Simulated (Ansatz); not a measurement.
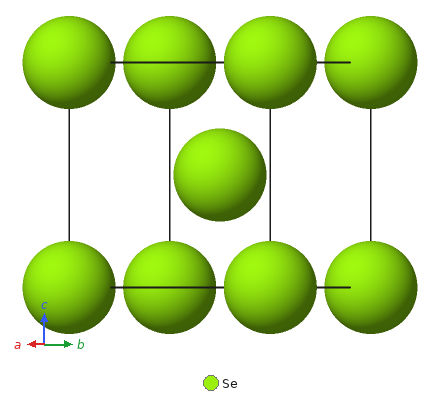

The structure, seen along [210]; the drawing may span several cells.

Structure (in its standard cell), the end point of a relaxation with DFT, r2SCAN, plane waves (500 eV) with PAW, scalar-relativistic (Ansatz); the starting structure was generated, so it need not be a known form of this composition:

```yaml
crystal:
  lattice:
    - [3.43433, 0.00000, 0.00000]
    - [0.00000, 3.43433, 0.00000]
    - [0.00000, 0.00000, 3.43433]
  atoms:
    - { symbol: Se, position: [0.00000, 0.00000, 0.00000] }
    - { symbol: Se, position: [0.50000, 0.50000, 0.50000] }
```

**What does the kinematic electron diffraction pattern along [210] look like at 200 kV (B = 0.5 Å²)?**

The spots form a centred rectangular net whose two shortest vectors correspond to d = 1.72 Å and 1.40 Å, 65.9° apart. They are 0 0 2 and 1 -2 1. The pattern has symmetry 2mm. The lattice centring (I) removes all reflections that break h + k + l = 2n.

Strongest reflections with d > 0.80 Å, one of each family (|F|² from tabulated Gaussian fits of the electron scattering factors, times a small damping for the curvature of the Ewald sphere):

```tsv
hkl	d (Å)	I (strongest = 100)
0 0 2	1.717	100
1 -2 1	1.402	60
1 -2 3	0.918	18
0 0 4	0.859	15
```

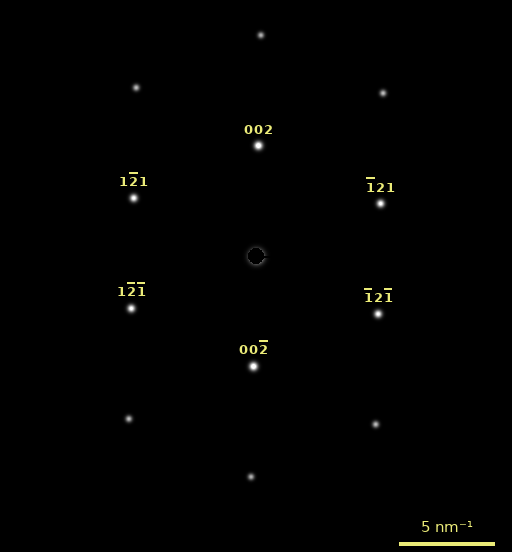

Calculated pattern, seen from the source side with [210] pointing towards the source.
